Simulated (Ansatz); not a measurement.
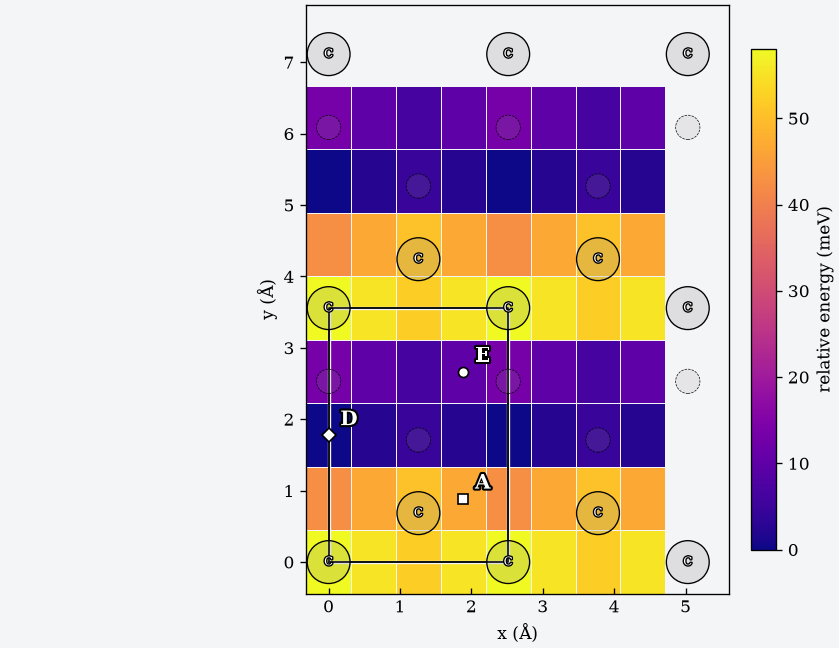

CO on a C(110) slab cut from the Fd-3m phase, its upper half relaxed before the scan (40 atoms of substrate and one adsorbate in a 2 × 2 cell). CO (O end down) is moved over the surface cell at a fixed height above a rigid substrate; the origin of the map has the adsorbate above C33; the height is held at 2.90 Å. Places are given modulo a cell vector. The map is drawn in real space over the plane of the surface. The grid has 4 × 4 points; 12 points were computed and 4 follow by symmetry. Places are given in fractions of the 1 × 1 surface cell. Energies: meV, counted from the lowest grid point. At a fixed height the lowest place need not be the adsorption site. Computed with DFT PBE+D3(BJ), scalar-relativistic, plane waves, PAW (Ansatz). Settings: cutoff 420 eV, k-mesh 5×4×1, gaussian smearing 0.05 eV, no spin polarisation.

In the figure: one coloured cell a grid point, labelled circles for the atoms of the top layer and small ones for the second layer, the outline of one cell of the 2 × 2 shown, lettered points.

**Is A the lowest point of the computed grid?**

No. A lies 46.5 meV above the lowest grid point, which is at (0/4, 2/4) of the cell vectors.

**Rank the lettered points by energy, lowest first.**

D (0.0 meV), E (9.9 meV), A (46.5 meV).

PAW datasets: the set soft_1.
